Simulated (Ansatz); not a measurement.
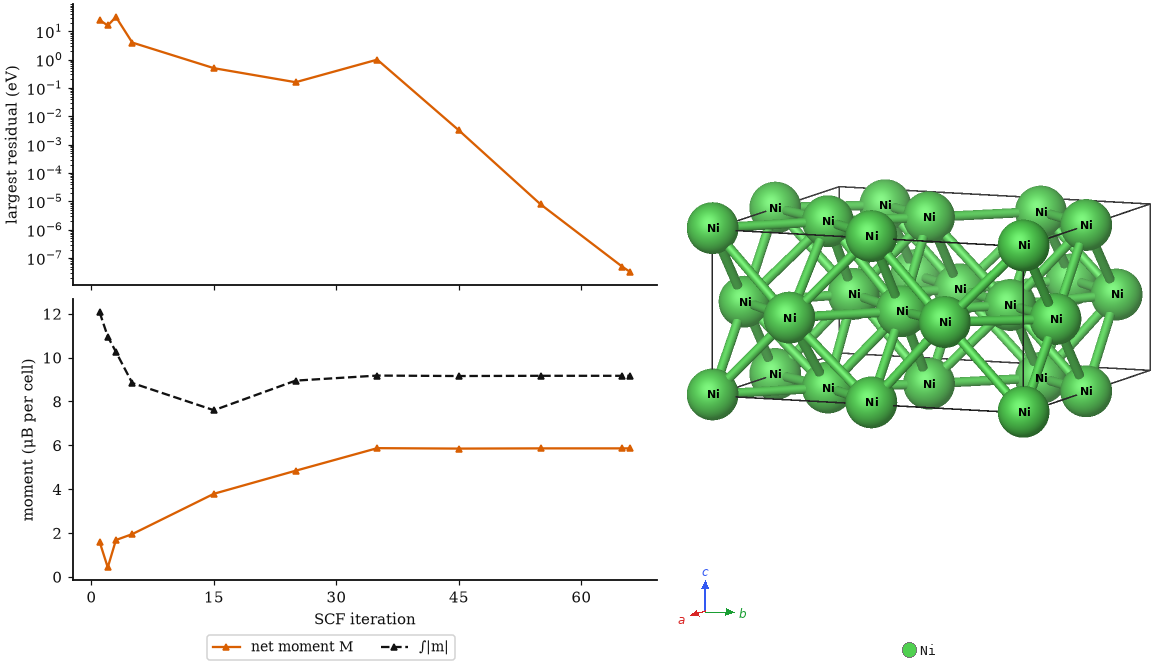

Beside the plot: the structure.

Convergence history. SCF iterations of a calculation: largest residual, magnetic moments. Ni (P1, 15 atoms in the cell); DFT, PBE, norm-conserving potentials, plane waves, scalar-relativistic in Ansatz; cutoff 1400 eV, 1×1×1 k-mesh, Fermi–Dirac smearing of 0.1 eV, collinear spins. Setting under test: symmetry off, default search for lower states. Only some iterations were kept.

The run converged; it took 66 iterations. The residual falls unevenly and jumps up by a factor of two or more twice between kept points. The residual starts near 20 and ends near 3 × 10⁻⁸ eV. The net moment goes from 1.6 to 5.9 μB per cell, with excursions between 0.4 and 5.9 on the way. ∫|m| ends at 9.2 μB.
